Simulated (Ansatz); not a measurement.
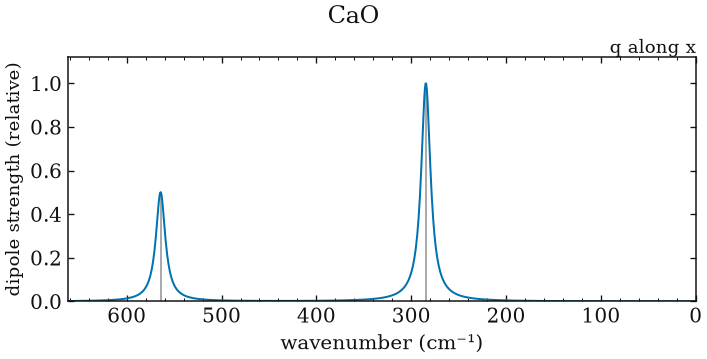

Plotted: polar optical modes, transverse and longitudinal, approaching the zone centre along x for CaO, space group Fm-3m (No. 225). Lines are broadened by Lorentzians of 12 cm⁻¹ full width; the spectrum is scaled to its strongest line.

Starting cell:
```xyz
2
Lattice="0.0000 2.3601 2.3601 2.3601 0.0000 2.3601 2.3601 2.3601 0.0000" Properties=species:S:1:pos:R:3 pbc="T T T"
Ca    0.0000    0.0000    0.0000
O     2.3601    2.3601    2.3601
```

Method: optical phonons of an insulator on the approach to the zone centre along x, y and z with the field of polar modes, imaginary frequencies are negative, field response on a mesh refined by the program; plane waves with PAW datasets (Ansatz 0.2.0). Level: LDA, no spin polarisation.

wave cutoff 420 eV; k mesh 8×8×8; occupations fixed; pressure −1 GPa.

Question: Which of the stronger lines are transverse and which longitudinal?

Answer: The transverse (TO, twofold) lines lie at 284.6 and the longitudinal (LO) ones at 564.3 cm⁻¹, the same along x, y and z by the cubic symmetry.

The computed values:

```tsv
at	frequency (cm⁻¹)	degeneracy	dipole strength ((D/Å)²/amu)
x	284.6	2	22.7
x	564.3	1	11.3
```
